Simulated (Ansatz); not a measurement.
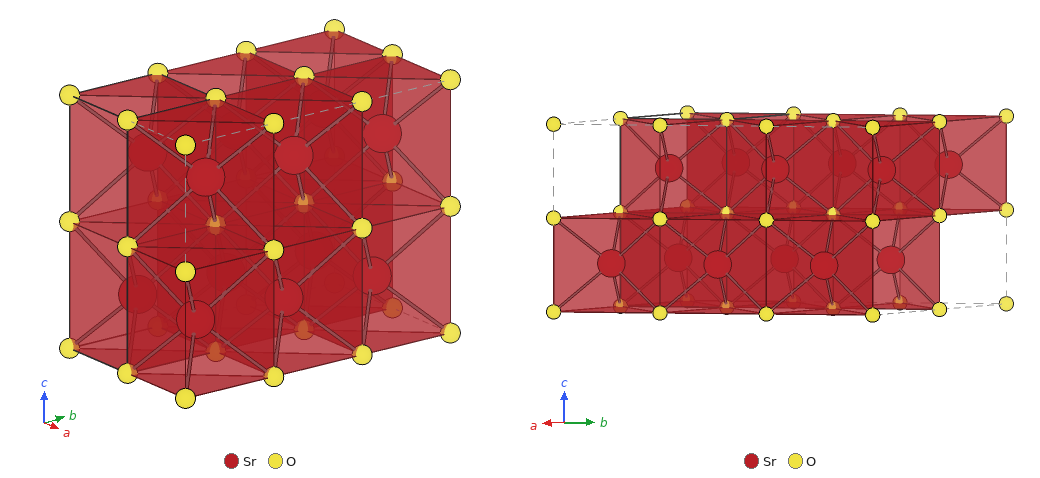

Polyhedra are drawn about Sr (bonds: O–Sr below 2.9 Å); other atoms are plain spheres. Two views of the same piece.

The compound is SrO (space group P6_3/mmc, No. 194), taken as the input geometry of an electronic-structure calculation (not necessarily at equilibrium).

What figure surrounds each Sr atom, and what does it share with the other drawn polyhedra?

Sr: SrO6 trigonal prism, sharing edges with twelve neighbours and corners with six neighbours.

How do these polyhedra hang together as a whole?

They form a three-dimensional framework of corner- and edge-sharing trigonal prisms.
